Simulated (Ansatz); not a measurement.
# Electroresistance of ZrC/ZnO/HfC, part 2 of 7

Aim: does the conductance of ZrC/ZnO/HfC change when the barrier's polarity is reversed? The lower electrode is ZrC rock salt(111), the upper one HfC rock salt(111); the barrier is ZnO wurtzite(0001) (whole bilayers). In the first transport cell, after relaxation, the nearest pair of electrode and barrier is C–O at 1.40 Å, along the normal, at the lower face and C–Zn at 2.01 Å, along the normal, at the upper one. All share a net of side 3.31 Å, which strains the lower electrode by -0.6 %, the upper one by +0.7 % and the barrier by +0.6 %, against typed lattice constants near PBE's. The first steps treat the bulk electrodes alone.

Ansatz 0.2.0; PBE DFT, plane waves, PAW files (the session's first sound run).

So far: Set-up; Layer spacing of the electrode, electrode ZrC rock salt(111).

### Step 3. The strained electrode, electrode HfC rock salt(111)

System of this step: HfC. Symmetry: R-3m, No. 166, trigonal system. The conventional cell has a = 3.310 Å, b = 3.310 Å, c = 8.016 Å, α = 90.00°, β = 90.00°, γ = 120.00°. Hf has 6 C at 2.33 Å nearest. C has 6 Hf at 2.33 Å nearest. Farther neighbours are not listed.

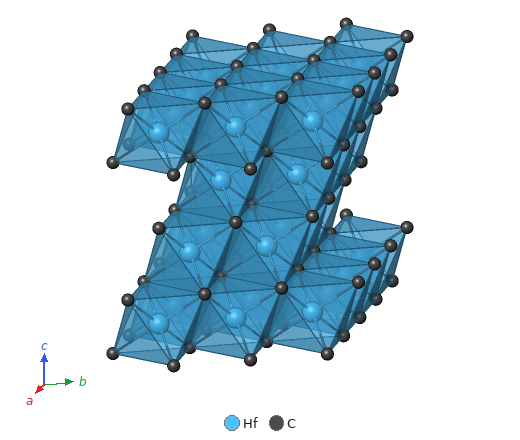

The cell of this step (hafnium blue, carbon dark grey). 3×2×1 cells are drawn. Some periodic images of atoms are drawn too.

The electrode is held to the junction's net and relaxed along the normal; its spacing is used for the ideal lead layers.

File input.yaml:

```yaml
crystal:
  lattice:
    - [3.31, 0.0, 0.0]
    - [-1.655, 2.8665440865, 0.0]
    - [0.0, 0.0, 8.0163938998]
  atoms:
    - { symbol: Hf, position: [0.0, 0.0, 0.0] }
    - { symbol: C, position: [0.3333333333, 0.6666666667, 0.1666666667] }
    - { symbol: Hf, position: [0.6666666667, 0.3333333333, 0.3333333333] }
    - { symbol: C, position: [0.0, 0.0, 0.5] }
    - { symbol: Hf, position: [0.3333333333, 0.6666666667, 0.6666666667] }
    - { symbol: C, position: [0.6666666667, 0.3333333333, 0.8333333333] }
kpoints:
  mp_grid: { grid: [12, 12, 4] }
scf:
  occupations: { method: fermi_dirac, width: 0.1 }
  max_iter: 150
hamiltonian:
  xc: pbe
relax:
  f_tol: 0.01
  max_steps: 40
  cell: { fix: [a, b, angles] }
```

Started as:

```bash
$ ansatz run input.yaml --threads 4 --pin off --max-ram 18432MiB --backend cpu --events-out ev --progress --plain --runs-dir out
```

Numbers of over 12 decimals in the logs are rounded to 6 here.

What it wrote:

```text
[...]
Crystal: 6 atoms, lattice volume = 76.062 Å³
Basis set: ecut = 420 eV, 1515 PW (Γ), exchange–correlation on 48×48×108 points (8 copies of the dense FFT grid, shifted against one another)
Bands: 54, of which v1, the nominal top of the filled ones, is band 45 counted from 1 (44 counted from 0)
Symmetry: 36 space group operations
[...]
k-points: 69 of 576
[...]
SCF iter   1: F=—  HF=-47922.430280 eV  |F-HF|=—  |Δ(HF+E_count)|=         —  Δρ=1.68e-3  dr2=2.16e-3  ethr=1.77e-3  ⟨swp⟩=4.7  Hψ=11009  notcnv=0  defer=7
[...]
SCF iter   6: F=-47922.429908 eV  HF=-47922.429908 eV  |F-HF|=1.95e-8  |Δ(HF+E_count)|=   2.44e-7  Δρ=1.12e-5  dr2=7.42e-8  ethr=1.11e-10  ⟨swp⟩=6.1  Hψ=16450  notcnv=0
SCF 1 converged in 6 iterations: F = -47922.429908 eV  dr2 = 7.42e-8
[...]
relax step   1: F+E_penalty+E_count = -47922.42990772 eV  Δ(F+E_penalty+E_count) = +0.000e0 eV  max|allowed force component| = 1.461e-27 eV/Å  Δτ_max = 0.0000 Å  P = -1.778 GPa  Ω = 76.062 Å³  fix = [a, b, alpha, beta, gamma]  reactions: a -3.045, b -3.045 GPa  (6 SCF iters, dr2 threshold 1.00e-7 eV, accepted)
Crystal: 6 atoms, lattice volume = 76.395 Å³
[...]
SCF iter   5: F=-47922.428935 eV  HF=-47922.428935 eV  |F-HF|=9.84e-8  |Δ(HF+E_count)|=   1.81e-7  Δρ=1.31e-5  dr2=1.44e-7  ethr=6.67e-10  ⟨swp⟩=4.0  Hψ=14352  notcnv=0
SCF 2 converged in 5 iterations: F = -47922.428935 eV  dr2 = 1.44e-7
relax step   2: F+E_penalty+E_count = -47922.42893502 eV  Δ(F+E_penalty+E_count) = +9.727e-4 eV  max|allowed force component| = 4.980e-26 eV/Å  Δτ_max = 0.0000 Å  P = -2.769 GPa  Ω = 76.395 Å³  energy of the carried Pulay correction = -4.894e-4 eV  fix = [a, b, alpha, beta, gamma]  (5 SCF iters, dr2 threshold 6.00e-7 eV, rejected (line search))
Crystal: 6 atoms, lattice volume = 76.189 Å³
[...]
SCF iter   8: F=-47922.430021 eV  HF=-47922.430021 eV  |F-HF|=2.18e-11  |Δ(HF+E_count)|=  1.46e-11  Δρ=1.20e-7  dr2=6.92e-12  ethr=1.00e-12  ⟨swp⟩=5.4  Hψ=16015  notcnv=0
SCF 3 converged in 8 iterations: F = -47922.430021 eV  dr2 = 6.92e-12
relax step   3: F+E_penalty+E_count = -47922.43002051 eV  Δ(F+E_penalty+E_count) = -1.128e-4 eV  max|allowed force component| = 1.415e-28 eV/Å  Δτ_max = 0.0000 Å  P = -2.160 GPa  Ω = 76.189 Å³  energy of the carried Pulay correction = -1.877e-4 eV  fix = [a, b, alpha, beta, gamma]  reactions: a -3.239, b -3.239 GPa  (8 SCF iters, accepted)
[...]
SCF iter   5: F=-47922.430275 eV  HF=-47922.430275 eV  |F-HF|=0.00e0  |Δ(HF+E_count)|=  5.75e-10  Δρ=2.98e-7  dr2=1.42e-11  ethr=1.00e-12  ⟨swp⟩=5.1  Hψ=16908  notcnv=0
SCF 4 converged in 5 iterations: F = -47922.430275 eV  dr2 = 1.42e-11
relax step   4: F+E_penalty+E_count = -47922.43027523 eV  Δ(F+E_penalty+E_count) = -2.547e-4 eV  max|allowed force component| = 1.168e-28 eV/Å  Δτ_max = 0.0000 Å  P = -2.158 GPa  Ω = 76.189 Å³  fix = [a, b, alpha, beta, gamma]  reactions: a -3.238, b -3.238 GPa  stress off target by 3.34e-3 GPa on what of the cell is left free  SCF on the basis re-selected at this cell (its energy is not comparable with the rows above)  (5 SCF iters)
basis re-selected at this cell: Δ(F+E_penalty+E_count) = -2.547e-4 eV, ΔP = +0.002 GPa vs the last step (what re-selecting the basis moved, of the pressure what is left beyond the Pulay correction that the steps carried, after the strain that the cell walked since its last selection, with what the two solves' SCF thresholds leave and, on support functions, any second-order correction that the steps lacked; it is no m [...]
SCF converged after 5 iterations
Free energy (F): -47922.430275 eV
[...]
Internal energy: -47922.402883 eV  (E = F + TS)
E sigma→0 (E₀):  -47922.416579 eV
Entropy (-TS):   -0.027392 eV (-4.565 meV/atom)
Fermi energy:    19.915158 eV
[...]
--- Stress (GPa, compression-positive) ---
       -3.238335       0.000000      -0.000000
        0.000000      -3.238335       0.000000
       -0.000000       0.000000       0.003341
  P = ⅓ Tr σ = -2.1578 GPa (-21.578 kbar)
--- Relaxed structure (3 steps of the walk, 2 accepted, 1 SCFs on fresh bases) ---
[...]
cell:  # Å, volume = 76.1894 Å³
    - [3.310000, 0, 0]
    - [-1.655000, 2.866544, 0]
    - [0, 0, 8.029864]
  atoms:
    - { symbol: Hf, position: [0, 0, 0] }
    - { symbol: C, position: [0.333333, 0.666667, 0.166667] }
    - { symbol: Hf, position: [0.666667, 0.333333, 0.333333] }
    - { symbol: C, position: [0, 0, 0.5] }
    - { symbol: Hf, position: [0.333333, 0.666667, 0.666667] }
    - { symbol: C, position: [0.666667, 0.333333, 0.833333] }
```

Run time: 11 s. Hardware: 4 threads of Arm Neoverse V2, shared host; peak memory 0.56 GiB; 43 s of CPU time.

Relaxation path:

| step | energy less that of the first step (eV) | largest force component (eV/Å) | pressure (GPa) | volume (Å³) |
| --- | --- | --- | --- | --- |
| 1 | 0.0000 | 0.0000 | -1.78 | 76.06 |
| 2 | 0.0010 | 0.0000 | -2.77 | 76.40 |
| 3 | -0.0001 | 0.0000 | -2.16 | 76.19 |
| 4* | -0.0004 | 0.0000 | -2.16 | 76.19 |

Relaxation steps marked * repeat the geometry before them on a plane-wave basis chosen anew for their cell, so energy and pressure can jump there. Relaxation step 2 was tried and not accepted.

Forces are held to the 36 operations that the run works with; a distortion that breaks them can't arise in this run.

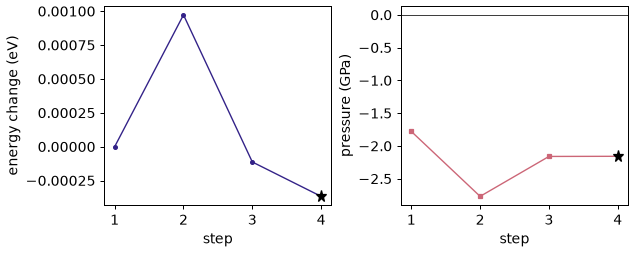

Energy and pressure along the relaxation. Stars mark steps on a basis chosen anew.

| conventional cell, symmetrised | before | after | change |
| --- | --- | --- | --- |
| a (Å) | 3.310 | 3.310 | -0.0 % |
| b (Å) | 3.310 | 3.310 | -0.0 % |
| c (Å) | 8.016 | 8.030 | +0.2 % |
| volume (Å³/atom) | 12.68 | 12.70 | +0.2 % |

The relaxed structure:

```xyz
6
Lattice="3.3100 0.0000 0.0000 -1.6550 2.8665 0.0000 0.0000 0.0000 8.0299" Properties=species:S:1:pos:R:3 pbc="T T T"
Hf    0.0000    0.0000    0.0000
C     0.0000    1.9110    1.3383
Hf    1.6550    0.9555    2.6766
C     0.0000    0.0000    4.0149
Hf    0.0000    1.9110    5.3532
C     1.6550    0.9555    6.6916
```

This step gave:

| Property | Result |
| --- | --- |
| free energy | -47922.4303 eV |
| Fermi energy | 19.92 eV |
| pressure | -2.158 GPa |

(Continued in part 3 of 7.)

[Logs are printed without paths, hosts, clocks, repeated set-up lines and the standing remarks that a program may print on its own settings, such as how far it seeks lower states.]

[Hosts, paths, dates, database ids (printed as entryN), source tags and the programs' standing remarks are cut or masked in the printed files.]
